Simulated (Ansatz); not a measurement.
# Ta₃₆N₁₇ (charge +2): single-point calculation (part 2 of 2)

Continued. System: Ta₃₆N₁₇ (defect cell, 53 atoms in the cell, total charge +2). Method: DFT PBE, scalar-relativistic, plane waves, PAW, spin-polarised (Ansatz 0.2.0); cutoff 420 eV, 3×3×1 k-mesh, Gaussian smearing of 0.05 eV, collinear spins. The structure derives from a Materials Project entry.

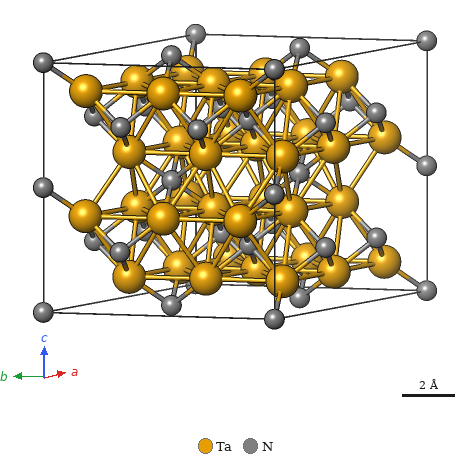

**Figure 1.** The structure as given in the input (ball-and-stick view of the cell of the calculation, seen at an oblique angle). An atom can appear more than once, as a periodic image.

## Output, continued
```
  k-point 1 ↑: bands = ["-48.7494", "-48.7362", "-48.7211", "-48.7203", "-48.7158", "-48.7136", "-48.7112", "-48.7068", "-48.7027", "-48.7012", ... 122 levels left out ..., "-14.8404", "-14.8150", "-14.8052", "-14.7901", "-14.7703", "-14.7666", "-14.7446", "-14.7291", "-14.7257", "-14.6772", "-14.6661", "-14.6356", "2.1966", "2.6431", "2.8745", "2.9911", "3.0364", "3.0394", "3.0426", "3.0835", "3.1081", "3.1821", "3.2558", "3.2689", "3.3783", "3.3872", "3.4637", "3.5030", "3.8159",
      "11.2248", "11.3342", "11.4764", "11.5215", "11.5466", "11.6210", "11.6438", "11.7106", "11.8088", "11.8718", "12.0060", "12.0181", "12.0640", "12.0970", "12.1787", "12.2027", "12.3370", "12.3593", "12.4355", "12.5230", "12.6346", "12.6873", "12.7224", "12.7381", "12.8182", "12.9652", "13.0384", "13.0719", "13.1204", "13.1616", "13.1738", "13.2306", "13.3048", "13.3300", "13.3766", "13.4298", "13.5073", "13.5890", "13.6501", "13.6789",
      "13.7207", "13.8163", "13.8479", "13.8870", "13.9522", "14.0536", "14.0980", "14.1191", "14.1557", "14.1987", "14.2246", "14.3177", "15.1664", "15.5383", "15.7365", "15.8210", "15.8465", "15.9323", "15.9667", "16.1030", "16.2327", "16.3446", "16.3820", "16.4281", "16.4533", "16.5649", "16.6145", "16.6328", "16.6870", "16.7419", "16.7905", "16.8188", "16.8220", "16.9280", "16.9791", "16.9978", "17.0881", "17.1278", "17.1791", "17.2642",
      "17.2809", "17.3765", "17.3980", "17.4944", "17.5255", "17.5756", "17.6219", "17.6593", "17.7165", "17.7591", "17.7780", "17.8307", "17.8543", "17.8908", "17.9240", "17.9806", "18.0497", "18.0877", "18.1893", "18.2124", "18.2545", "18.2786", "18.3055", "18.3513", "18.5261", "18.5321", "18.6464", "18.6698", "18.8276", "18.9270", "19.2033", "19.3559", "19.4241", "19.4989", "19.5972", "19.6334", "19.7047", "19.8525", "19.9575", "19.9812",
      "20.0791", "20.1184", "20.1355", "20.2331", "20.2825", "20.3619", "20.4335", "20.5048", "20.5857", "20.6716", "20.7415", "20.8038", "20.8368", "20.8759", "20.9232", "20.9626", "20.9926", "21.0539", "21.1700", "21.2000", "21.4404", "21.4854", "21.6452", "21.7535", "21.7849", "21.8306", "21.8466", "21.9169", "21.9988", "22.0364", "22.1349", "22.1861", "22.2173", "22.2998", "22.3205", "22.3737", "22.3988", "22.4258", "22.4352", "22.4712",
      "22.4904", "22.5400", "22.6066", "22.6213", "22.7027", "22.7217", "22.8304", "22.8879", "22.8978", "22.9559", "23.0055"]
  k-point 2 ↑: bands = ["-48.7493", "-48.7363", "-48.7211", "-48.7199", "-48.7159", "-48.7136", "-48.7115", "-48.7069", "-48.7025", "-48.7012", ... 122 levels left out ..., "-14.8405", "-14.8148", "-14.8050", "-14.7903", "-14.7702", "-14.7663", "-14.7448", "-14.7297", "-14.7255", "-14.6767", "-14.6666", "-14.6356", "2.1966", "2.6431", "2.8744", "2.9912", "3.0361", "3.0398", "3.0425", "3.0839", "3.1077", "3.1821", "3.2557", "3.2690", "3.3785", "3.3870", "3.4636", "3.5030", "3.8159",
      "11.2250", "11.3338", "11.4763", "11.5214", "11.5470", "11.6213", "11.6437", "11.7105", "11.8088", "11.8715", "12.0061", "12.0181", "12.0645", "12.0968", "12.1787", "12.2028", "12.3372", "12.3593", "12.4354", "12.5227", "12.6346", "12.6876", "12.7223", "12.7383", "12.8180", "12.9653", "13.0383", "13.0719", "13.1202", "13.1617", "13.1738", "13.2310", "13.3047", "13.3302", "13.3764", "13.4293", "13.5074", "13.5889", "13.6498", "13.6787",
      "13.7207", "13.8162", "13.8480", "13.8871", "13.9521", "14.0530", "14.0979", "14.1193", "14.1559", "14.1986", "14.2252", "14.3178", "15.1665", "15.5381", "15.7362", "15.8209", "15.8465", "15.9326", "15.9664", "16.1032", "16.2327", "16.3447", "16.3822", "16.4281", "16.4535", "16.5649", "16.6145", "16.6325", "16.6872", "16.7420", "16.7905", "16.8189", "16.8220", "16.9284", "16.9787", "16.9976", "17.0881", "17.1279", "17.1790", "17.2641",
      "17.2808", "17.3762", "17.3977", "17.4947", "17.5250", "17.5764", "17.6223", "17.6591", "17.7165", "17.7592", "17.7777", "17.8301", "17.8544", "17.8904", "17.9236", "17.9802", "18.0491", "18.0887", "18.1889", "18.2127", "18.2544", "18.2787", "18.3061", "18.3523", "18.5263", "18.5327", "18.6459", "18.6696", "18.8276", "18.9271", "19.2030", "19.3580", "19.4237", "19.4989", "19.5966", "19.6340", "19.7052", "19.8525", "19.9567", "19.9817",
      "20.0787", "20.1182", "20.1357", "20.2322", "20.2817", "20.3617", "20.4345", "20.5042", "20.5862", "20.6724", "20.7419", "20.8039", "20.8369", "20.8753", "20.9231", "20.9630", "20.9926", "21.0539", "21.1704", "21.2000", "21.4413", "21.4849", "21.6460", "21.7529", "21.7855", "21.8313", "21.8473", "21.9166", "21.9994", "22.0363", "22.1348", "22.1869", "22.2179", "22.2989", "22.3206", "22.3730", "22.3983", "22.4259", "22.4355", "22.4702",
      "22.4908", "22.5402", "22.6062", "22.6210", "22.7030", "22.7209", "22.8289", "22.8883", "22.8978", "22.9558", "23.0065"]
  k-point 4 ↓: bands = ["-48.7494", "-48.7360", "-48.7211", "-48.7205", "-48.7158", "-48.7139", "-48.7107", "-48.7067", "-48.7030", "-48.7011", ... 122 levels left out ..., "-14.8404", "-14.8151", "-14.8052", "-14.7901", "-14.7704", "-14.7670", "-14.7442", "-14.7286", "-14.7259", "-14.6777", "-14.6658", "-14.6356", "2.1966", "2.6430", "2.8749", "2.9911", "3.0365", "3.0393", "3.0425", "3.0833", "3.1082", "3.1822", "3.2557", "3.2688", "3.3783", "3.3872", "3.4636", "3.5032", "3.8160",
      "11.2248", "11.3342", "11.4761", "11.5217", "11.5465", "11.6211", "11.6439", "11.7107", "11.8087", "11.8719", "12.0062", "12.0183", "12.0636", "12.0969", "12.1783", "12.2027", "12.3369", "12.3594", "12.4354", "12.5232", "12.6346", "12.6871", "12.7226", "12.7381", "12.8181", "12.9652", "13.0384", "13.0719", "13.1207", "13.1613", "13.1745", "13.2302", "13.3049", "13.3299", "13.3769", "13.4297", "13.5076", "13.5886", "13.6504", "13.6791",
      "13.7206", "13.8164", "13.8476", "13.8866", "13.9521", "14.0540", "14.0978", "14.1193", "14.1557", "14.1986", "14.2245", "14.3176", "15.1664", "15.5384", "15.7368", "15.8210", "15.8464", "15.9323", "15.9671", "16.1031", "16.2326", "16.3446", "16.3820", "16.4273", "16.4536", "16.5650", "16.6142", "16.6329", "16.6868", "16.7414", "16.7906", "16.8190", "16.8222", "16.9281", "16.9797", "16.9976", "17.0883", "17.1274", "17.1787", "17.2641",
      "17.2811", "17.3771", "17.3977", "17.4938", "17.5255", "17.5752", "17.6219", "17.6598", "17.7166", "17.7593", "17.7779", "17.8306", "17.8545", "17.8911", "17.9234", "17.9808", "18.0494", "18.0868", "18.1902", "18.2125", "18.2550", "18.2784", "18.3061", "18.3513", "18.5265", "18.5322", "18.6464", "18.6701", "18.8272", "18.9263", "19.2038", "19.3544", "19.4245", "19.4988", "19.5976", "19.6332", "19.7040", "19.8528", "19.9593", "19.9811",
      "20.0792", "20.1173", "20.1359", "20.2330", "20.2826", "20.3625", "20.4326", "20.5049", "20.5852", "20.6713", "20.7410", "20.8040", "20.8366", "20.8761", "20.9234", "20.9629", "20.9922", "21.0537", "21.1695", "21.2001", "21.4401", "21.4864", "21.6454", "21.7534", "21.7853", "21.8308", "21.8458", "21.9174", "21.9996", "22.0360", "22.1357", "22.1855", "22.2164", "22.3002", "22.3199", "22.3735", "22.3986", "22.4249", "22.4355", "22.4718",
      "22.4900", "22.5410", "22.6076", "22.6218", "22.7022", "22.7226", "22.8312", "22.8874", "22.8992", "22.9565", "23.0039"]
--- Löwdin populations: 53 sites ---
  site symbol       q [e]    m [muB]
     0     Ta     12.6248     0.0000
     1     Ta     12.5349     0.0000
     2     Ta     12.5237     0.0000
     3     Ta     12.5323     0.0000
     4     Ta     12.5265     0.0000
     5     Ta     12.5227     0.0000
     6     Ta     12.6251     0.0000
     7     Ta     12.5349     0.0000
     8     Ta     12.5233     0.0000
     9     Ta     12.5325     0.0000
    10     Ta     12.5267     0.0000
    11     Ta     12.5228     0.0000
    12     Ta     12.5233     0.0000
    13     Ta     12.5326     0.0000
    14     Ta     12.5265     0.0000
    15     Ta     12.5227     0.0000
    16     Ta     12.6250     0.0000
    17     Ta     12.5348     0.0000
    18     Ta     12.5264     0.0000
    19     Ta     12.5228     0.0000
    20     Ta     12.5235     0.0000
    21     Ta     12.5323     0.0000
    22     Ta     12.6250     0.0000
    23     Ta     12.5351     0.0000
    24     Ta     12.6250     0.0000
    25     Ta     12.5349     0.0000
    26     Ta     12.5263     0.0000
    27     Ta     12.5227     0.0000
    28     Ta     12.5235     0.0000
    29     Ta     12.5323     0.0000
    30     Ta     12.5265     0.0000
    31     Ta     12.5229     0.0000
    32     Ta     12.5233     0.0000
    33     Ta     12.5324     0.0000
    34     Ta     12.6254     0.0000
    35     Ta     12.5350     0.0000
    36      N      5.6325    -0.0000
    37      N      5.6525    -0.0000
    38      N      5.6465    -0.0000
    39      N      5.6525    -0.0000
    40      N      5.6466    -0.0000
    41      N      5.6326     0.0000
    42      N      5.6392    -0.0000
    43      N      5.6325     0.0000
    44      N      5.6393    -0.0000
    45      N      5.6325     0.0000
    46      N      5.6394    -0.0000
    47      N      5.5960    -0.0000
    48      N      5.5962    -0.0000
    49      N      5.5959    -0.0000
    50      N      5.5960    -0.0000
    51      N      5.5961    -0.0000
    52      N      5.5959    -0.0000
  spilling = 0.006874 (of n_electrons = 551.000000)
--- Bader charges: 53 sites ---
  site symbol  charge [e]  shift [e]    m [muB]
     0     Ta      0.6588     0.0002     0.0000
     1     Ta      0.9286     0.0000     0.0000
     2     Ta      0.9670     0.0001     0.0000
     3     Ta      0.9385     0.0002     0.0000
     4     Ta      0.9671     0.0001     0.0000
     5     Ta      0.9684     0.0001     0.0000
     6     Ta      0.6591     0.0002     0.0000
     7     Ta      0.9269     0.0001     0.0000
     8     Ta      0.9687     0.0001     0.0000
     9     Ta      0.9389     0.0002     0.0000
    10     Ta      0.9670     0.0001     0.0000
    11     Ta      0.9677     0.0001     0.0000
    12     Ta      0.9686     0.0001     0.0000
    13     Ta      0.9379     0.0002     0.0000
    14     Ta      0.9665     0.0001     0.0000
    15     Ta      0.9690     0.0001     0.0000
    16     Ta      0.6589     0.0002     0.0000
    17     Ta      0.9285     0.0001     0.0000
    18     Ta      0.9678     0.0001     0.0000
    19     Ta      0.9677     0.0001     0.0000
    20     Ta      0.9681     0.0001     0.0000
    21     Ta      0.9388     0.0002     0.0000
    22     Ta      0.6593     0.0002     0.0000
    23     Ta      0.9270     0.0001     0.0000
    24     Ta      0.6584     0.0002     0.0000
    25     Ta      0.9291     0.0000     0.0000
    26     Ta      0.9672     0.0001     0.0000
    27     Ta      0.9692     0.0001     0.0000
    28     Ta      0.9674     0.0001     0.0000
    29     Ta      0.9388     0.0002     0.0000
    30     Ta      0.9665     0.0001     0.0000
    31     Ta      0.9686     0.0001     0.0000
    32     Ta      0.9682     0.0001     0.0000
    33     Ta      0.9394     0.0002     0.0000
    34     Ta      0.6584     0.0002     0.0000
    35     Ta      0.9271     0.0001     0.0000
    36      N     -1.7855     0.0005     0.0000
    37      N     -1.7798     0.0009     0.0000
    38      N     -1.7807     0.0008     0.0000
    39      N     -1.7796     0.0009     0.0000
    40      N     -1.7807     0.0008     0.0000
    41      N     -1.7922     0.0004     0.0000
    42      N     -1.7845     0.0006     0.0000
    43      N     -1.7921     0.0004     0.0000
    44      N     -1.7844     0.0007     0.0000
    45      N     -1.7921     0.0004     0.0000
    46      N     -1.7845     0.0007     0.0000
    47      N     -1.8227     0.0004     0.0000
    48      N     -1.8228     0.0004     0.0000
    49      N     -1.8228     0.0004     0.0000
    50      N     -1.8229     0.0004     0.0000
    51      N     -1.8230     0.0004     0.0000
    52      N     -1.8227     0.0004     0.0000
  estimated error of the sums over rays = 8.5e-4 e
```

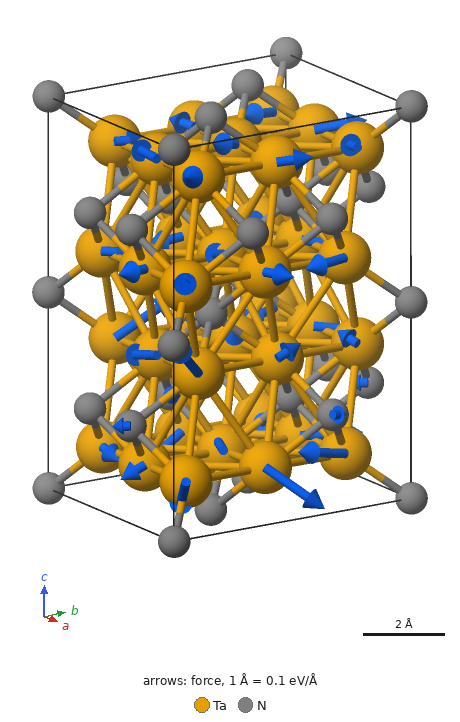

**Figure 2.** Forces on the atoms as blue arrows (ball-and-stick view of the cell of the calculation, seen slightly off an axis); the smallest are left out. The largest act on Ta23, Ta25 (0.19 eV/Å); Ta1, Ta7, Ta35 (0.18 eV/Å); Ta17 (0.18 eV/Å); Ta33 (0.17 eV/Å), among others. Atoms are counted from 1 in the order of the input and aren't labelled in the picture. 

The run was set up as follows.

## Input
```yaml
crystal:
  lattice:
    - [7.944858, 4.586966, 0.0]
    - [-7.944858, 4.586966, 0.0]
    - [0.0, 0.0, 9.878365]
  atoms:
    - { symbol: Ta, position: [0.1099492568, 0.555083221, 0.3750080404], spin: 0.2 }
    - { symbol: Ta, position: [0.1117920736, 0.5559113677, 0.8762084786] }
    - { symbol: Ta, position: [0.4481131907, 0.2233573407, 0.3763563663] }
    - { symbol: Ta, position: [0.4457253999, 0.2228957225, 0.8767748275] }
    - { symbol: Ta, position: [0.7791405001, 0.8914783541, 0.3764184529] }
    - { symbol: Ta, position: [0.7805459337, 0.8909170878, 0.8769063032] }
    - { symbol: Ta, position: [0.1116621854, 0.2232756174, 0.3746560449], spin: 0.2 }
    - { symbol: Ta, position: [0.1107631221, 0.2218225823, 0.8764811196] }
    - { symbol: Ta, position: [0.4416593254, 0.8849461321, 0.3762516275] }
    - { symbol: Ta, position: [0.443867787, 0.8877687525, 0.8766641423] }
    - { symbol: Ta, position: [0.7789262497, 0.5539904483, 0.3763709439] }
    - { symbol: Ta, position: [0.777006156, 0.5528441386, 0.8768973756] }
    - { symbol: Ta, position: [0.1097594094, 0.8913719591, 0.3762079875] }
    - { symbol: Ta, position: [0.1105323529, 0.8896423382, 0.8767954217] }
    - { symbol: Ta, position: [0.441742444, 0.5542525363, 0.3764162638] }
    - { symbol: Ta, position: [0.4425560276, 0.5565471878, 0.8767589857] }
    - { symbol: Ta, position: [0.7778583468, 0.2213183616, 0.3749760815], spin: 0.2 }
    - { symbol: Ta, position: [0.7777820535, 0.2228169589, 0.8762992473] }
    - { symbol: Ta, position: [0.2207161795, 0.1123551599, 0.1237662754] }
    - { symbol: Ta, position: [0.2194340769, 0.1104187955, 0.6231844232] }
    - { symbol: Ta, position: [0.5515917708, 0.7750721714, 0.1238385392] }
    - { symbol: Ta, position: [0.5543832525, 0.7772371102, 0.6233892091] }
    - { symbol: Ta, position: [0.8898752931, 0.4447175204, 0.125455348], spin: 0.2 }
    - { symbol: Ta, position: [0.8883163884, 0.4441801797, 0.6237826778] }
    - { symbol: Ta, position: [0.2217413858, 0.4434840195, 0.1252302681], spin: 0.2 }
    - { symbol: Ta, position: [0.2224262083, 0.4452673204, 0.6239894283] }
    - { symbol: Ta, position: [0.5581103584, 0.112434263, 0.12376994] }
    - { symbol: Ta, position: [0.5575202834, 0.1139932622, 0.6233611364] }
    - { symbol: Ta, position: [0.8898868536, 0.7814721716, 0.1237962303] }
    - { symbol: Ta, position: [0.889548197, 0.7790878715, 0.6234091227] }
    - { symbol: Ta, position: [0.2207790888, 0.7750489734, 0.1236912926] }
    - { symbol: Ta, position: [0.2231760108, 0.7760564192, 0.6233382724] }
    - { symbol: Ta, position: [0.5582050701, 0.4431292131, 0.1239231103] }
    - { symbol: Ta, position: [0.5561481727, 0.4439112942, 0.6234462981] }
    - { symbol: Ta, position: [0.8882831643, 0.1114667869, 0.1255391214], spin: 0.2 }
    - { symbol: Ta, position: [0.8894146106, 0.1112091489, 0.6236739938] }
    - { symbol: "N", position: [3.44294e-05, 0.3334184453, 0.7500717672] }
    - { symbol: "N", position: [0.3332138901, -2.93837e-05, 0.2492683897] }
    - { symbol: "N", position: [0.3333389413, 0.0001367606, 0.748248963] }
    - { symbol: "N", position: [0.6665936595, 0.6666576057, 0.2508557693] }
    - { symbol: "N", position: [0.6667374525, 0.6667173418, 0.7519096012] }
    - { symbol: "N", position: [-0.0001217297, 0.6699857978, 0.2500750335] }
    - { symbol: "N", position: [3.28343e-05, 0.6668784852, 0.7500675596] }
    - { symbol: "N", position: [0.3367624385, 0.3333646566, 0.2500318499] }
    - { symbol: "N", position: [0.3333900448, 0.3333427854, 0.7500953439] }
    - { symbol: "N", position: [0.6630530868, -0.003572214, 0.2501179154] }
    - { symbol: "N", position: [0.6667077548, 2.1792e-05, 0.7500643311] }
    - { symbol: "N", position: [0.0007780945, 0.0021194609, 9.83106e-05] }
    - { symbol: "N", position: [-0.000818312, 0.0013206409, 0.5000105187] }
    - { symbol: "N", position: [0.3312815198, 0.6655045594, -4.83637e-05] }
    - { symbol: "N", position: [0.3320455782, 0.6646174432, 0.5001723508] }
    - { symbol: "N", position: [0.667996375, 0.3324869726, 0.000103681] }
    - { symbol: "N", position: [0.6686691015, 0.3341675086, 0.5001702181] }
magnetization:
  spin_polarized: true
total_charge: 2
basis:
  ecutwfc: 420
  fft_grid_basis: typed
kpoints:
  mp_grid: { grid: [3, 3, 1] }
hamiltonian:
  xc: pbe
  pseudopotentials: { kind: paw }
scf:
  occupations: { method: gaussian, width: 0.05 }
output:
  forces: true
  stress: false
  eigenvalues: true
  bader: true
  write_density: true
  volumetric_format: npy
  populations: true
```

Launch command:
```bash
ansatz run input.yaml --threads 8 --pin off --max-ram 16384MiB --backend cpu --events-out ev --progress --plain --runs-dir out
```

## Results in brief

| quantity | value |
| --- | --- |
| outcome | converged |
| electrons treated | 551 |
| free energy | −364174.4255 eV |
| Fermi energy | 19.580 eV |
| gap on the k-point mesh | none (metallic) |
| net moment of the cell | 0.00 μB |
| integrated absolute moment | 0.00 μB |
| largest force (length of the vector) | 0.188 eV/Å |
| hardware | 8 threads of Arm Neoverse V2, 24 GiB of memory available, shared host |
| wall time | 4.2 min (CPU time 31 min) |
| peak memory | 8.4 GiB |

## Notes

Warnings of the run: some starting moments were not kept. The cell is charged and computed with a neutralising background, so its energy and pressure depend on the cell and aren't those of a real crystal. Spin–orbit coupling is left out, which matters for Ta. The k-point mesh is coarse for a cell of this size, so the results may not be converged.
